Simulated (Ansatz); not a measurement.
Consider H.

Input

```
crystal:
  lattice:
    - [-1.7968646398, 1.7968646398, 2.435502215]
    - [1.7968646398, -1.7968646398, 2.435502215]
    - [1.7968646398, 1.7968646398, -2.435502215]
  atoms:
    - { symbol: H, position: [0.917891072, 0.917891072, 0.0] }
    - { symbol: H, position: [0.082108928, 0.082108928, 0.0] }
basis:
  ecutwfc: 420
kpoints:
  mp_grid: { grid: [10, 10, 10] }
hamiltonian:
  xc: pbe
scf:
  occupations: { method: gaussian, width: 0.05 }
output:
  forces: true
  stress: true
  eigenvalues: true
  write_density: true
  write_potential: true
  elf: true
  volumetric_format: npy
```

Launched as:

```sh
ansatz run input.yaml --threads 1 --pin off --max-ram 2560MiB --backend cpu --events-out ev --progress --plain --runs-dir out
```

Below, planes, directions and counts refer to the conventional cell (a = 3.59 Å, b = 3.59 Å, c = 4.87 Å, α = 90.00°, β = 90.00°, γ = 90.00°).

Space group I4/mmm; a structure from a database of computed crystals, not necessarily the ambient phase; not relaxed (largest force 1.5 eV/Å).

All numbers below come from Ansatz, DFT PBE, scalar-relativistic, plane waves, PAW.

### What will maps of the valence pseudo-density show?

H–H (0.80 Å): ρ is about 1.6 e/Å³ halfway.

### Does the calculation make it a metal, or give it a gap?

It is gapped, with a Kohn–Sham gap of 8.9 eV on the k-point mesh, an upper bound to the gap of this method.

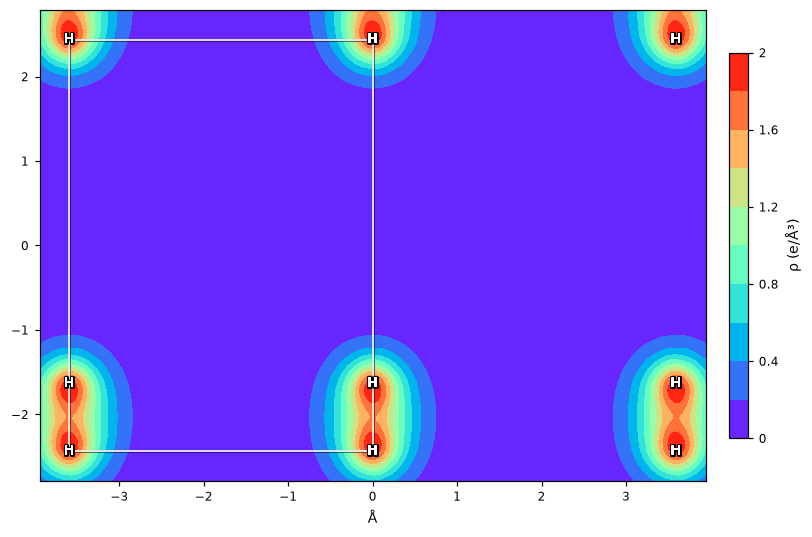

Computed valence pseudo-density on the (010) plane of the conventional cell. 

Core electrons are frozen (PAW), and the valence fields are smoothed inside the atomic spheres.
